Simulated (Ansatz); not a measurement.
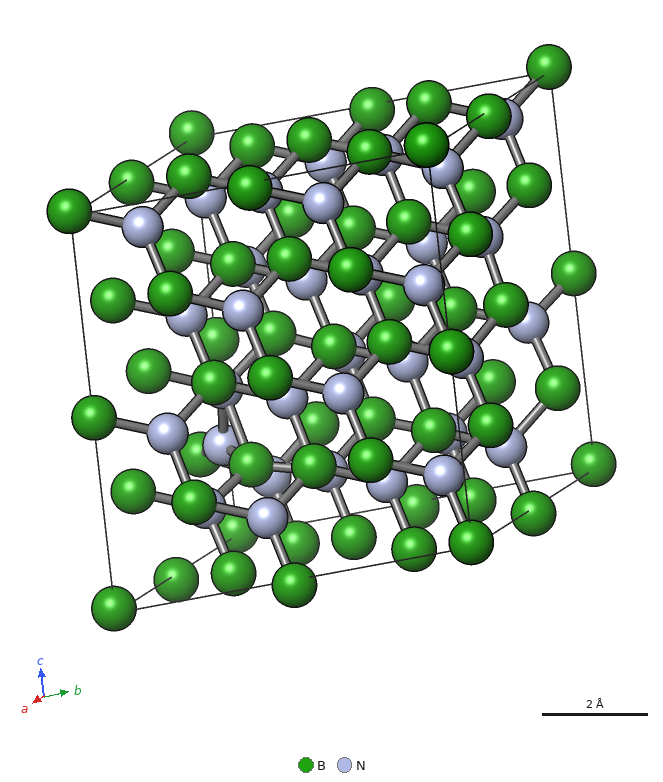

Fig. 1: The structure (ball-and-stick view of the cell of the calculation, seen slightly off an axis). An atom can appear more than once, as a periodic image. Near neighbours in the periodic cell (some may lie outside the picture): B has 3 N at 1.42 to 1.49 Å; B has 4 N at 1.47 to 1.64 Å; N has 3 B at 1.42 to 1.51 Å; N has 3 B at 1.49 to 1.60 Å and 1 N at 1.48 Å; N has 2 B at 1.50 to 1.64 Å and 1 N at 1.48 Å.

# B32N33 (charge −1): single-point calculation (part 1 of 3)

- system: B32N33 (defect cell, 65 atoms in the cell, total charge −1)
- method: DFT PBE, scalar-relativistic, plane waves, PAW, spin-polarised (Ansatz 0.2.0)

The structure derives from a Materials Project entry.

Input:
```yaml
crystal:
  lattice:
    - [-5.004487, -2.889342, 6.745869]
    - [5.004487, -2.889342, 6.745869]
    - [0.0, 5.778684, 6.745869]
  atoms:
    - { symbol: B, position: [0.9972666303, 0.4967206485, 0.5095474585] }
    - { symbol: B, position: [0.2560183674, 0.7573501503, 0.4926217106] }
    - { symbol: B, position: [0.2521276561, 0.5021701987, 0.7383821877] }
    - { symbol: B, position: [0.5039395094, 0.5038394249, 0.4901367327] }
    - { symbol: B, position: [0.7485446978, 0.745362429, 0.5094935763] }
    - { symbol: B, position: [1.0078279044, 1.0055155296, 0.4925968444] }
    - { symbol: B, position: [0.2382756339, 0.2470568579, 0.5132709966] }
    - { symbol: B, position: [0.7481442142, 0.4962770654, 0.7598048407] }
    - { symbol: B, position: [1.0035034991, 0.7530205579, 0.7398167521] }
    - { symbol: B, position: [0.2494993721, 0.9976311202, 0.7633746591] }
    - { symbol: B, position: [1.0007037898, 0.5006152663, 0.987405724] }
    - { symbol: B, position: [0.250504009, 0.7485537901, 1.0121000436] }
    - { symbol: B, position: [0.2489464991, 0.4967164701, 0.2577027661] }
    - { symbol: B, position: [0.4989151964, 0.9864446463, 0.5132005973] }
    - { symbol: B, position: [0.7543648744, 0.2534746601, 0.4901464459] }
    - { symbol: B, position: [0.500867059, 0.7465057513, 0.762984542] }
    - { symbol: B, position: [0.7526268892, 1.0016198605, 0.738354391] }
    - { symbol: B, position: [0.9984123271, 0.2490374341, 0.7630380393] }
    - { symbol: B, position: [0.4991699176, 0.4980211605, 1.009887801] }
    - { symbol: B, position: [0.7510702548, 0.7501933364, 0.9873807938] }
    - { symbol: B, position: [1.0004354353, 0.998642008, 1.0121126155] }
    - { symbol: B, position: [0.248905942, 0.2499087784, 0.9864237493] }
    - { symbol: B, position: [0.7517123186, 0.5012128541, 0.2383342438] }
    - { symbol: B, position: [0.9996662094, 0.7477952843, 0.2606883015] }
    - { symbol: B, position: [0.2715050122, 1.0209870204, 0.2530217532], spin: 0.2 }
    - { symbol: B, position: [0.5023565449, 0.2518703836, 0.739456522] }
    - { symbol: B, position: [0.5003627876, 0.9983848269, 0.9863579931] }
    - { symbol: B, position: [0.74985982, 0.2472563372, 1.0098602516] }
    - { symbol: B, position: [0.5020440691, 0.7511404078, 0.2376959451] }
    - { symbol: B, position: [0.7485378142, 0.9970169704, 0.2576310408] }
    - { symbol: B, position: [1.0016963461, 0.2515780149, 0.2377238276] }
    - { symbol: B, position: [0.4866599994, 0.2348202944, 0.2341071949], spin: 0.2 }
    - { symbol: "N", position: [0.6672660007, 0.161527572, 0.1729875884] }
    - { symbol: "N", position: [0.9169961892, 0.4173773419, 0.1537964189] }
    - { symbol: "N", position: [0.9218201241, 0.1714333066, 0.4082207996] }
    - { symbol: "N", position: [0.1648838519, 0.1679728777, 0.1519774918] }
    - { symbol: "N", position: [0.4135053052, 0.4154884241, 0.1730844471] }
    - { symbol: "N", position: [0.6678261488, 0.6664572475, 0.1537549044] }
    - { symbol: "N", position: [0.916638566, 0.9143452173, 0.177788774] }
    - { symbol: "N", position: [0.4003795802, 0.1485714365, 0.4239945177], spin: 0.2 }
    - { symbol: "N", position: [0.6701092221, 0.4196167152, 0.4066791976] }
    - { symbol: "N", position: [0.9149888039, 0.6631207572, 0.4261750948] }
    - { symbol: "N", position: [0.6694224378, 0.1689817525, 0.6558984281] }
    - { symbol: "N", position: [0.9150091076, 0.4133283385, 0.6762357631] }
    - { symbol: "N", position: [0.9173808715, 0.1650793826, 0.9283894104] }
    - { symbol: "N", position: [0.1662156141, 0.6647591511, 0.1777922937] }
    - { symbol: "N", position: [0.4184181201, 0.9143133469, 0.151918338], spin: 0.2 }
    - { symbol: "N", position: [0.1630921417, 0.4113741015, 0.4248962103] }
    - { symbol: "N", position: [0.4219260293, 0.6713240186, 0.4082289408] }
    - { symbol: "N", position: [0.663207449, 0.9111924074, 0.4248409743] }
    - { symbol: "N", position: [0.1654775431, 0.1651869513, 0.6805756574] }
    - { symbol: "N", position: [0.4194532806, 0.4189315392, 0.6558989081] }
    - { symbol: "N", position: [0.6651835024, 0.6631113682, 0.6762125825] }
    - { symbol: "N", position: [0.920577421, 0.9199369904, 0.6569326442] }
    - { symbol: "N", position: [0.4177431292, 0.1672584456, 0.9042514371] }
    - { symbol: "N", position: [0.665018988, 0.4131487078, 0.9252668351] }
    - { symbol: "N", position: [0.9187079029, 0.6682306062, 0.9050934572] }
    - { symbol: "N", position: [0.1769668933, 0.9264699296, 0.4153240166] }
    - { symbol: "N", position: [0.1704484627, 0.6701153786, 0.6569608316] }
    - { symbol: "N", position: [0.4169832347, 0.9135605784, 0.6804436801] }
    - { symbol: "N", position: [0.1664780592, 0.4167836531, 0.9025769766] }
    - { symbol: "N", position: [0.416961265, 0.6655154835, 0.9283889654] }
    - { symbol: "N", position: [0.6672176228, 0.9159390462, 0.9025158114] }
    - { symbol: "N", position: [0.166432129, 0.9145597994, 0.9280152198] }
    - { symbol: "N", position: [0.3752853964, 0.1240591393, 0.2797440013], spin: 0.39 }
magnetization:
  spin_polarized: true
total_charge: -1
basis:
  ecutwfc: 420
  fft_grid_basis: typed
kpoints:
  mp_grid: { grid: [3, 3, 3] }
hamiltonian:
  xc: pbe
  pseudopotentials: { kind: paw }
scf:
  occupations: { method: gaussian, width: 0.05 }
output:
  forces: true
  stress: false
  eigenvalues: true
  bader: true
  write_density: true
  volumetric_format: npy
  populations: true
```

Run as:
```bash
ansatz run input.yaml --threads 4 --pin off --max-ram 10240MiB --backend cpu --events-out ev --progress --plain --runs-dir out
```

What the program printed:
```
Engine: ansatz 0.2.0, aarch64-unknown-linux-gnu
Pseudopotentials: kind: paw
Pseudopotential: B, paw, valence charge 3, recommended cutoff 420 eV (normal), B.paw.azcp
Pseudopotential: N, paw, valence charge 5, recommended cutoff 420 eV (normal), N.paw.azcp
Functional definition: PBE
  parameter kappa = 0.804
  parameter beta = 0.06672455060314922
  exchange = pbe_x(kappa = kappa, mu = beta*pi^2/3)
  correlation = pbe_c(beta = beta)
Crystal: 65 atoms, lattice volume = 585.258 Å³
Basis set: ecut = 420 eV, 11429 PW (Γ), exchange–correlation on 120×120×120 points (8 copies of the dense FFT grid, shifted against one another)
Bands: 197, of which v1, the nominal top of the filled ones, is band 131 counted from 1 (130 counted from 0)
Symmetry: 1 space group operations
Space group: P1 (ITA 1), of the structure as read, at distance tolerance 8.4e-5 Å
Magnetic group: BNS 1.1 (UNI 1), of the structure as read, at distance tolerance 8.4e-5 Å
k-points: 14 of 27 (time reversal used)
Non-local potential: B, projectors of the file, l = 0: 2, l = 1: 2, l = 2: 1
Non-local potential: N, projectors of the file, l = 0: 2, l = 1: 2, l = 2: 1
PAW form: soft (Blöchl's): semilocal exchange-correlation on the pseudo side does not see the compensation charge
PAW one-centre angular grid: B, 110 points (default); XC on 64 Gauss nodes
PAW one-centre angular grid: N, 110 points (default); XC on 64 Gauss nodes
Initial density: superposition of atomic densities (chi_scale 0.1, normalization cell, long waves kept (reshape's long-wave potential 0.14 eV rms))
Starting moments: Σ|m| = 1.19 μB on 5 of 65 sites
Initial wavefunctions: pseudopotential atomic-orbital guess
Functional: x = pbe(κ = 0.804, μ = 0.2195149727645171), c = pbe(β = 0.06672455060314922)
SCF iter   1: F=—  HF=-17770.339438 eV  |F-HF|=—  |Δ(HF+E_count)|=         —  Δρ=7.21e-2 (↑7.07e-2 ↓7.21e-2)  dr2=1.16e2  dr2_m=1.41e-1  M=0.000 μB ∫|m|=0.173 μB  β_m=0.30  ethr=3.10e-3  ⟨swp⟩=6.2  Hψ=25201  notcnv=0  defer=413
preconditioner: auto → Resta (q_TF=auto, 2.386 Å⁻¹)  ε∞=3.2  [insulator: Δε(μ)=2.755 eV  Ē_g=16.921 eV  σ=0.050 eV  W_gap=1.00  n_scr=142 (ndim 8)  ℏωp=24.8 eV  f_vac=0.000  D(μ)=0.00/eV (n_scr^D=0)  ε∞_Penn≈3.2]
spin=Collinear: Resta preconditioning applied to the charge; magnetization (m = ρ↑ − ρ↓) channel mixes plain (no charge-response kernel on spin).
SCF iter   2: F=—  HF=-17743.430778 eV  |F-HF|=—  |Δ(HF+E_count)|=    2.69e1  Δρ=4.19e-2 (↑4.11e-2 ↓4.19e-2)  dr2=3.88e1  dr2_m=7.22e-2  M=0.000 μB ∫|m|=0.143 μB  β_m=0.30  ethr=3.10e-3  ⟨swp⟩=2.2  Hψ=10144  notcnv=0  defer=1652
SCF iter   3: F=—  HF=-17731.284263 eV  |F-HF|=—  |Δ(HF+E_count)|=    1.21e1  Δρ=1.93e-2 (↑1.92e-2 ↓1.93e-2)  dr2=5.90e0  dr2_m=3.74e-2  M=0.000 μB ∫|m|=0.119 μB  β_m=0.30  ethr=3.10e-3  ⟨swp⟩=3.1  Hψ=7890  notcnv=0  defer=1652
SCF iter   4: F=—  HF=-17729.385628 eV  |F-HF|=—  |Δ(HF+E_count)|=    1.90e0  Δρ=3.77e-3 (↑3.47e-3 ↓3.77e-3)  dr2=1.90e-1  dr2_m=2.01e-2  M=0.000 μB ∫|m|=0.090 μB  β_m=0.30  ethr=2.25e-3  ⟨swp⟩=3.0  Hψ=10220  notcnv=0  defer=1654
SCF iter   5: F=—  HF=-17729.428170 eV  |F-HF|=—  |Δ(HF+E_count)|=   4.25e-2  Δρ=2.80e-3 (↑2.77e-3 ↓2.80e-3)  dr2=9.10e-2  dr2_m=1.10e-2  M=0.000 μB ∫|m|=0.069 μB  β_m=0.30  ethr=7.26e-5  ⟨swp⟩=1.5  Hψ=3897  notcnv=0  defer=1654
SCF iter   6: F=—  HF=-17729.493183 eV  |F-HF|=—  |Δ(HF+E_count)|=   6.50e-2  Δρ=1.39e-3 (↑1.39e-3 ↓1.15e-3)  dr2=9.17e-3  dr2_m=5.97e-3  M=0.000 μB ∫|m|=0.054 μB  β_m=0.30  ethr=3.47e-5  ⟨swp⟩=2.1  Hψ=6830  notcnv=0  defer=1654
SCF iter   7: F=—  HF=-17729.505353 eV  |F-HF|=—  |Δ(HF+E_count)|=   1.22e-2  Δρ=8.69e-4 (↑8.24e-4 ↓8.69e-4)  dr2=1.35e-3  dr2_m=3.31e-3  M=0.000 μB ∫|m|=0.042 μB  β_m=0.30  ethr=3.50e-6  ⟨swp⟩=2.0  Hψ=7530  notcnv=0  defer=1654
Mixer restart at iter 7: flushing history
spin-set hold released at iteration 7 (site moments contracting): the magnetisation degrees of freedom join the quasi-Newton model from the next iteration; the mixer history was flushed
SCF iter   8: F=—  HF=-17729.506876 eV  |F-HF|=—  |Δ(HF+E_count)|=   1.52e-3  Δρ=6.39e-4 (↑6.18e-4 ↓6.39e-4)  dr2=7.02e-4  dr2_m=1.85e-3  M=0.000 μB ∫|m|=0.033 μB  β_m=0.65  ethr=5.15e-7  ⟨swp⟩=2.4  Hψ=6445  notcnv=0  defer=1654
SCF iter   9: F=—  HF=-17729.509213 eV  |F-HF|=—  |Δ(HF+E_count)|=   2.34e-3  Δρ=7.34e-5 (↑5.49e-5 ↓7.34e-5)  dr2=3.80e-5  dr2_m=1.54e-5  M=0.000 μB ∫|m|=0.006 μB  β_m=0.70  ethr=2.68e-7  ⟨swp⟩=3.0  Hψ=7586  notcnv=0  defer=1654
SCF iter  10: F=—  HF=-17729.510016 eV  |F-HF|=—  |Δ(HF+E_count)|=   8.03e-4  Δρ=3.32e-5 (↑3.32e-5 ↓2.10e-5)  dr2=8.26e-6  dr2_m=2.24e-6  M=0.000 μB ∫|m|=0.002 μB  β_m=0.78  ethr=1.45e-8  ⟨swp⟩=2.5  Hψ=9590  notcnv=0  defer=1654
SCF iter  11: F=—  HF=-17729.510026 eV  |F-HF|=—  |Δ(HF+E_count)|=   9.88e-6  Δρ=1.08e-5 (↑8.30e-6 ↓1.08e-5)  dr2=2.14e-6  dr2_m=8.04e-8  M=0.000 μB ∫|m|=0.001 μB  β_m=0.73  ethr=3.15e-9  ⟨swp⟩=2.5  Hψ=7558  notcnv=0  defer=1654
SCF iter  12: F=—  HF=-17729.510026 eV  |F-HF|=—  |Δ(HF+E_count)|=   7.63e-8  Δρ=3.13e-6 (↑2.79e-6 ↓3.13e-6)  dr2=1.98e-7  dr2_m=1.21e-8  M=0.000 μB ∫|m|=0.000 μB  β_m=0.70  ethr=8.17e-10  ⟨swp⟩=3.0  Hψ=7586  notcnv=0  defer=1654
SCF iter  13: F=—  HF=-17729.510026 eV  |F-HF|=—  |Δ(HF+E_count)|=   1.15e-8  Δρ=8.96e-7 (↑8.29e-7 ↓8.96e-7)  dr2=9.00e-9  dr2_m=2.78e-9  M=0.000 μB ∫|m|=0.000 μB  β_m=0.85  ethr=3.82e-11  ⟨swp⟩=19.4  Hψ=42479  notcnv=0
SCF iter  14: F=-17729.510026 eV  HF=-17729.510026 eV  |F-HF|=8.95e-10  |Δ(HF+E_count)|=   6.50e-9  Δρ=3.29e-7 (↑3.29e-7 ↓2.92e-7)  dr2=1.68e-9  dr2_m=1.30e-10  M=0.000 μB ∫|m|=0.000 μB  ethr=3.43e-12  ⟨swp⟩=3.0  Hψ=11309  notcnv=0
SCF 1 converged in 14 iterations: F = -17729.510026 eV  dr2 = 1.68e-9
  greatest PAW one-centre occupation: 0.800 electrons in one spin orbital (limit 2), on the N atom at site 50 (counted from 0), in its partial waves of l = 0
```

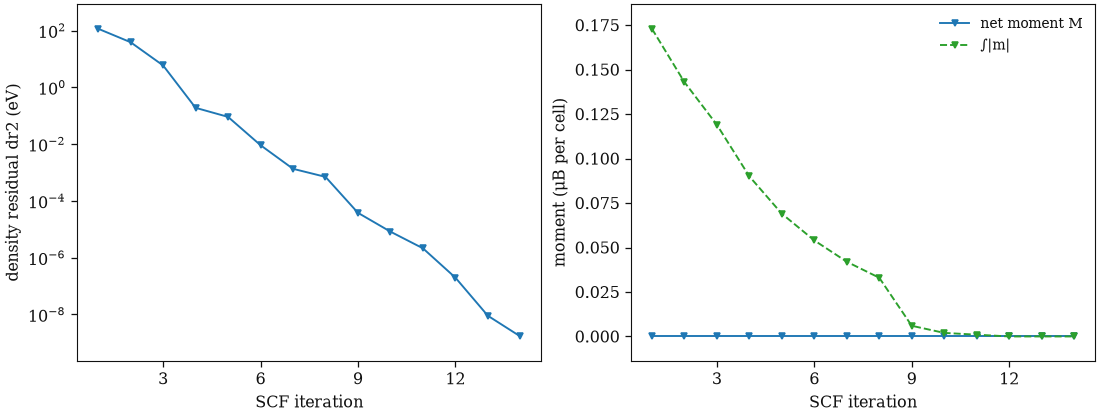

Fig. 2: Convergence of the self-consistent field: density residual dr2 and magnetic moment against the SCF iteration. The residual falls at every step. The net moment stays at 0.0 μB per cell, and ∫|m| falls to zero.

```
WARN: the starting moments were not kept: the SCF closed with an absolute magnetisation of 2.1e-5 μB, where they sum to 1.19 μB in size (5 sites). That is at most 0.1 of that sum. Measured as dr2_m measures the in/out step, that magnetisation stands 2.3e-11 eV from none, at or under the dr2_threshold of 1.0e-7 eV: it is no larger than a step whose dr2_m would equal this threshold. The system may hold no moment; this SCF shows only that its start led to no more than that. To try another start: raise the starting moments (crystal.atoms[].spin, magnetization.per_species, magnetization.initial_magnetization, or on a non-collinear deck that types none of these the spinor_matrix: blocks that start its atoms; where the total moment is fixed, keep their sum and leave initial_magnetization as it is; typed ones take the place of any that the run laid by itself, positive ones on a crystal's lanthanoids without a Hubbard term where scf.initial_density.shell_occupations: [] is typed) or, if the notice of its spin-set hold's release reads "site moments contracting" or "site moments show no strong build", lengthen the hold (scf.mixing.spin_hold: { on: { confirm: 4 } }; for m-r²SCAN on two components see the key's manual first). Each may lead to a state that holds a moment. A second SCF, from the converged charge density, with the starting moments and any scf.initial_density.shell_occupations laid on it anew, would have followed, and was not run: the deck does not ask for one (magnetization.retry_lost_moments is false, the default). To let it run, set magnetization.retry_lost_moments: true and run the deck again, where that key's refused combinations let it; where memory then withholds it, that run's warning says so.
SCF converged after 14 iterations
Magnetization: 0.0000 μB (131.0000 up, 131.0000 down)
Absolute magnetization: 0.0000 μB (∫|ρ↑−ρ↓|, with the PAW one-centre terms)
Spin contamination: 0.0000 ħ² per cell (⟨S²⟩ above its minimum at these occupations)
```
